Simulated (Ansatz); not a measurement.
# Gate voltage at the highest density: black phosphorene monolayer

A layer charged from two gates alike needs a voltage that grows with the carrier density; the slope is e over the total capacitance.

Set-up. Ansatz 0.2.0, plane waves with PAW datasets (its set soft_1), PBE-D3(BJ); isolated slab, charged sheets 5 Å from the outer atoms behind model barriers, atoms held, Fermi-Dirac smearing of 0.02585 eV. The voltage is that of the gates (their mean) against the layer's Fermi level, from the uncharged case, which has a gap of 0.75 eV.

| run | added electrons (10¹³ per cm²) | gate voltage (V) |
| --- | --- | --- |
| run 1 | 1.00 | 0.73 |
| run 2 | 3.00 | 1.46 |
| run 3 | 6.00 | 2.51 |
| run 4 | 10.00 | ? |

Q: Estimate the withheld value from the rows shown.

A least-squares line through the 3 rows shown has slope 0.3555 and intercept 0.3817; no row lies more than 0.01 V off it. The capacitance is 1.602/0.3555 = 4.51 µF/cm², against 3.54 µF/cm² for plates 5 Å apart in vacuum on both sides; it is the larger, as where the added charge has its centre outside the outer atoms (not examined here). The intercept is mostly the shift of the Fermi level from inside the gap to the band edge. At 10.00 it gives 0.3555 × 10.00 + 0.3817 = 3.94 V, beyond the rows fitted. Rounding and scatter of the rows alone allow about ±0.031 V there.

The run itself gives 3.85 V: a miss of −0.09 V, or 2.3 % of the value. The capacitance rises a little towards the highest density.

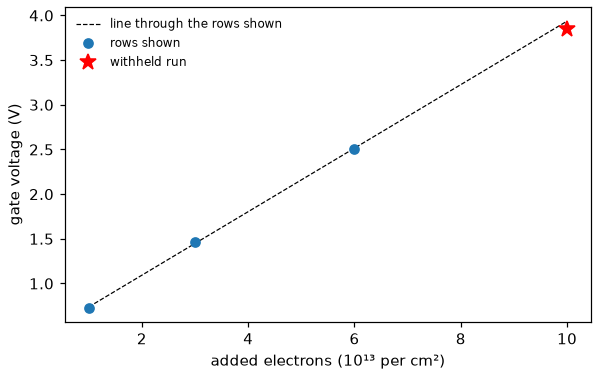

The fit and the withheld run.

Caveats: The gates are model sheets, not atoms, and low densities sample few k-points.
